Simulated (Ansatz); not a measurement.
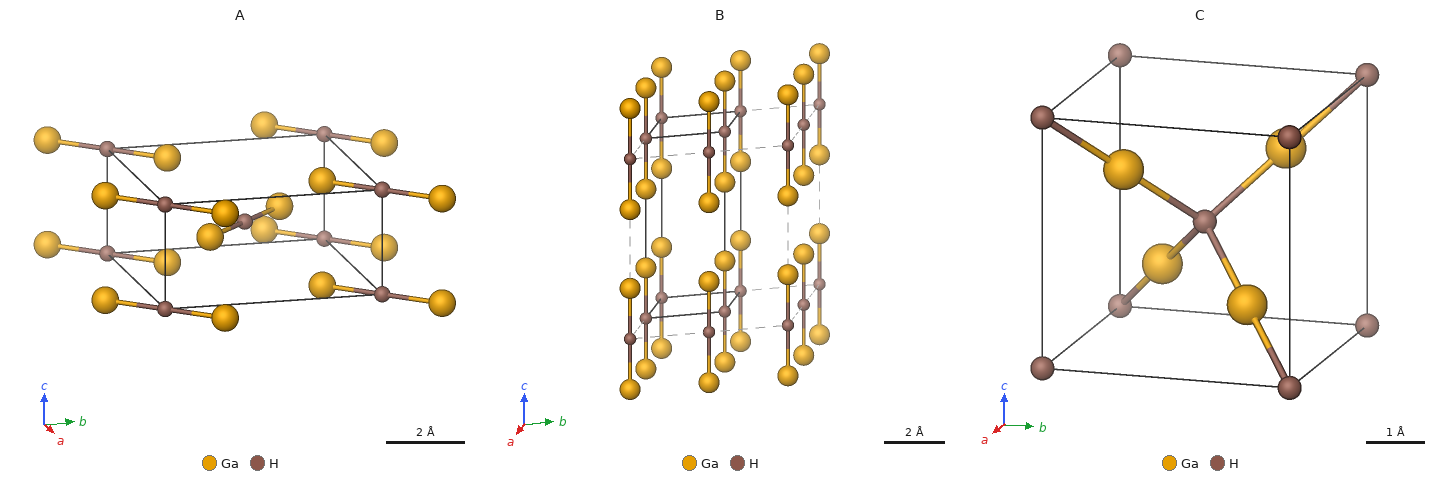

Three structures of Ga2H, each relaxed to rest (conventional cells in solid outline, small ones repeated, each panel with its own scale). Method: Ansatz 0.2.0, DFT PBE, scalar-relativistic, plane waves, PAW, without spin polarisation.

### Name the structure in each panel.

A: 6 atoms a cell on a primitive tetragonal lattice, P4_2/mnm; B: 3 atoms a cell on a primitive hexagonal lattice, P6/mmm; C: cuprite (Cu₂O) type, Pn-3m.

### Which of these is lowest in energy, and how far above it do the others lie?

B, then A (+167 meV/atom) and C (+182 meV/atom), energies at zero smearing.

### Collect the results in a table.

| panel | structure | E − E(lowest) (meV/atom) | volume (Å³/atom) | gap (eV) |
| --- | --- | --- | --- | --- |
| B | P6/mmm | 0 | 14.4 | metal |
| A | P4_2/mnm | 167 | 15.4 | metal |
| C | Pn-3m | 182 | 15.1 | metal |

Some of these may be structure types tried for this composition rather than known phases, and the most stable form need not be among them. Gaps are taken on the k-mesh or band path of each run.
